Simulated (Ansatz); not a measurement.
Read the following structure.

```
CELL_PARAMETERS angstrom
2.94853 0.00000 0.00000
0.00430 5.93396 0.00000
0.00000 0.00000 26.51782
ATOMIC_POSITIONS crystal
O 0.01491 0.55616 0.29549
O 0.99894 0.94735 0.34044
Cu 0.49843 0.13491 0.35563
Cu 0.99965 0.64142 0.35747
O 0.99785 0.33021 0.37863
O 0.99266 0.69308 0.42935
Cu 0.49287 0.88462 0.45184
Cu 0.99397 0.38151 0.45164
O 0.99286 0.07271 0.47562
O 0.99349 0.44763 0.52438
Cu 0.49347 0.63572 0.54816
Cu 0.99237 0.13882 0.54836
O 0.99368 0.82726 0.57065
O 0.98847 0.19013 0.62137
Cu 0.48789 0.38543 0.64437
Cu 0.98668 0.87892 0.64253
O 0.98738 0.57299 0.65956
O 0.97138 0.96417 0.70451
```

### Describe what this structure looks like.

Its composition is Cu4O5. The cell comprises 2 formula units: 8 Cu, 10 O. Around each Cu lie four O in a distorted square planar arrangement at 1.72 to 1.97 Å. Numbers of contacts at bonding distance: O 1 to 4 (mean 3.2). The bonds build Cu4O5 layers parallel to (001).

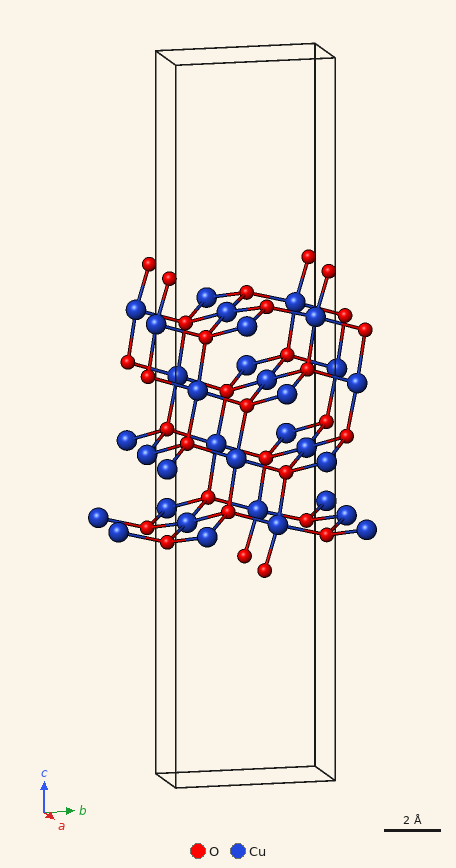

Shown here is a ball-and-stick view of the crystal, taken slightly off an axis. The parallelepiped is the simulation cell. The bonded neighbours beyond the faces are included.

The structure comes from a structure listed in the Materials Project, from which a slab was cut. The atoms were relaxed in a fixed cell with Ansatz, DFT PBE, scalar-relativistic, plane waves, PAW.
